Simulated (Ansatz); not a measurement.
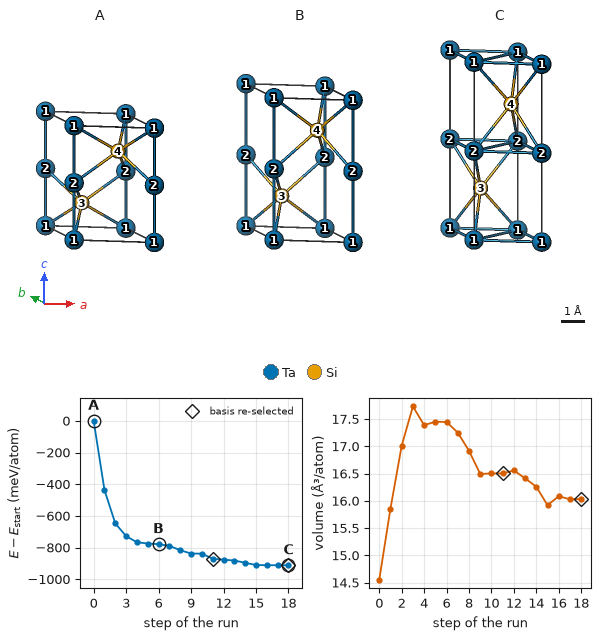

Frames of a relaxation of solid TaSi (built on the nickel arsenide_194 type) (coarse preliminary run), marked on the history of the run. A ball-and-stick model of the cell of the calculation, seen slightly off an axis.

Case: nickel arsenide type (P6_3/mmc, No. 194).

Computed with DFT PBE, scalar-relativistic, plane waves, PAW (Ansatz 0.2.0).

The input:
```yaml
crystal:
  lattice:
    - [3.6101615783, 0.0, 0.0]
    - [-1.8050807892, 3.1264916386, 0.0]
    - [0.0, 0.0, 5.1573741158]
  atoms:
    - { symbol: Ta, position: [0.0, 0.0, 0.0] }
    - { symbol: Ta, position: [0.0, 0.0, 0.5] }
    - { symbol: Si, position: [0.3333333333, 0.6666666667, 0.25] }
    - { symbol: Si, position: [0.6666666667, 0.3333333333, 0.75] }
basis:
  ecutwfc: 420
kpoints:
  mp_grid: { grid: [6, 6, 4] }
hamiltonian:
  xc: pbe
scf:
  occupations: { method: gaussian, width: 0.1 }
  lower_state_search: "off"
output:
  forces: true
  stress: true
  eigenvalues: true
relax:
  adjacent_minimum: "off"
  f_tol: 0.04
  max_steps: 70
  cell: { stress_tol: 0.4 }
```

Command:
```bash
ansatz run input.yaml --threads 1 --pin off --max-ram 2560MiB --backend cpu --events-out ev --progress --plain --runs-dir out
```

Describe the path.

Answer. Over 16 accepted moves (18 points after the start) the energy falls by 912 meV per atom. All forces vanish by symmetry, so only the cell relaxes. The pressure goes from 59.16 to 0.06 GPa. At 2 points the geometry stayed and the basis and grid were re-selected for the new cell (energy shift of 32.4 meV per atom at most each time). The atoms keep their places relative to the cell (all moves are under 0.005 Å). The volume changes by +10.2 %, with a = b 3.610 → 3.038 Å (−15.8 %), c 5.157 → 8.022 Å (+55.5 %). Near-neighbour distances that change, for instance: Ta1–Ta2 2.579 → 4.011 Å, Ta1–Ta1 3.610 → 3.038 Å, Si3–Si3 3.610 → 3.038 Å, Ta1–Si3 2.451 → 2.664 Å. Bonds break: Ta1–Ta2 (2.58 → 4.01 Å). Bond angles that change, for instance: Ta1–Si3–Ta2 63.5° → 97.7°, Ta1–Si3–Ta1 94.9° → 69.5°, Si3–Ta1–Si4 85.1° → 110.5°. The space group stays P6_3/mmc (No. 194). From step 0 to 6: volume +19.9 %, energy −778 meV per atom. From step 6 to 18: volume −8.1 %, energy −134 meV per atom.

| step | E − E(0), meV/atom | pressure, GPa | volume, Å³/atom | note |
| --- | --- | --- | --- | --- |
| 0 | 0.00 | 59.16 | 14.553 |  |
| 1 | -436.95 | 31.15 | 15.860 |  |
| 2 | -647.58 | 12.62 | 17.012 |  |
| 3 | -727.68 | 2.69 | 17.733 |  |
| 4 | -766.31 | 2.96 | 17.390 |  |
| 5 | -774.31 | 0.96 | 17.451 |  |
| 6 | -778.37 | 0.06 | 17.448 |  |
| 7 | -789.02 | 0.10 | 17.253 |  |
| 8 | -816.36 | -0.12 | 16.919 |  |
| 9 | -837.64 | 0.87 | 16.494 |  |
| 10 | -838.09 | 0.10 | 16.504 |  |
| 11 | -870.48 | 1.88 | 16.504 | same geometry, new basis |
| 12 | -876.25 | 0.32 | 16.559 |  |
| 13 | -881.67 | 0.57 | 16.414 |  |
| 14 | -895.80 | -0.12 | 16.260 |  |
| 15 | -910.10 | 1.82 | 15.922 |  |
| 16 | -911.16 | -0.63 | 16.085 |  |
| 17 | -911.28 | 0.02 | 16.031 |  |
| 18 | -912.06 | 0.06 | 16.031 | same geometry, new basis |
